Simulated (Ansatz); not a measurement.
GaN (F-43m): refractive index against wavelength

The refractive index of GaN (F-43m) below the direct gap (1.72 eV on the mesh) is read from one computed spectrum, n = √(Re ε).

Symmetry: F-43m, No. 216, cubic system. The conventional cell has a = 4.507 Å, b = 4.507 Å, c = 4.507 Å, α = 90.00°, β = 90.00°, γ = 90.00°. Around Ga on site a lie 4 N at 1.95 Å. N on site d has 4 Ga at 1.95 Å as nearest neighbours.

Method: Ansatz 0.2.0, PBE, independent particles, k-mesh 14×14×14 with interpolation inside its cells, Gaussian parameter 0.15 eV.

Launch of the response step: `ansatz run input.yaml --threads 4 --pin off --max-ram 8192MiB --backend cpu --events-out ev --progress --plain --runs-dir out`. The run took 8 s, on 4 threads of Arm Neoverse N1, with other jobs on the host.

| wavelength (nm) | photon energy E (eV) | n |
| --- | --- | --- |
| 3000 | 0.413 | 2.4750 |
| 2000 | 0.620 | 2.4832 |
| 1550 | 0.800 | ? |
| 1310 | 0.946 | 2.5048 |
| 1064 | 1.165 | 2.5277 |

In the single-oscillator model n² − 1 = E₀E_d/(E₀² − E²), so 1/(n² − 1) = E₀/E_d − E²/(E₀E_d) is linear in E².

Working, on the rows shown:

| x = E² (eV²) | y = 1/(n² − 1) |
| --- | --- |
| 0.170801 | 0.195098 |
| 0.384302 | 0.193563 |
| 0.895757 | 0.189609 |
| 1.35784 | 0.185554 |

Means: x̄ = 0.70218, ȳ = 0.19096. Σ(x − x̄)(y − ȳ) = -0.006832, Σ(x − x̄)² = 0.8508. Slope = -0.006832 / 0.8508 = -0.008031; intercept = ȳ − slope · x̄ = 0.19659. Turned back into n, the line misses the rows shown by at most 0.0012.

**Question.** Predict the last column of the withheld row from the fit.

**Answer.** At x = 0.63984 the line gives y = 0.19146, that is 2.4946. The run gave 2.4936, so the interpolation is off by 0.001, 1.9 % of the range in the table.

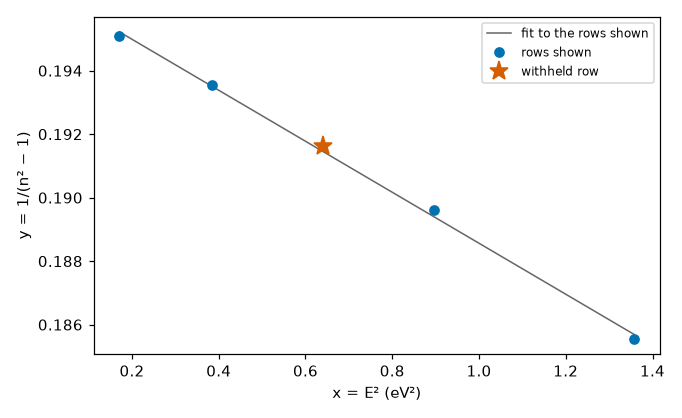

Refitted with all rows, the slope is -0.008042 and the intercept 0.19664. These give E₀ = √(intercept/−slope) = 4.94 eV and E_d = E₀/intercept = 25.1 eV; E₀ is 2.9 times the direct gap. The electronic limit at long wavelengths, without lattice vibrations, is n = √(1 + 1/intercept) = 2.467. Excitons are left out and so are local fields; PBE gaps are as a rule too small. Spin-orbit coupling is left out.
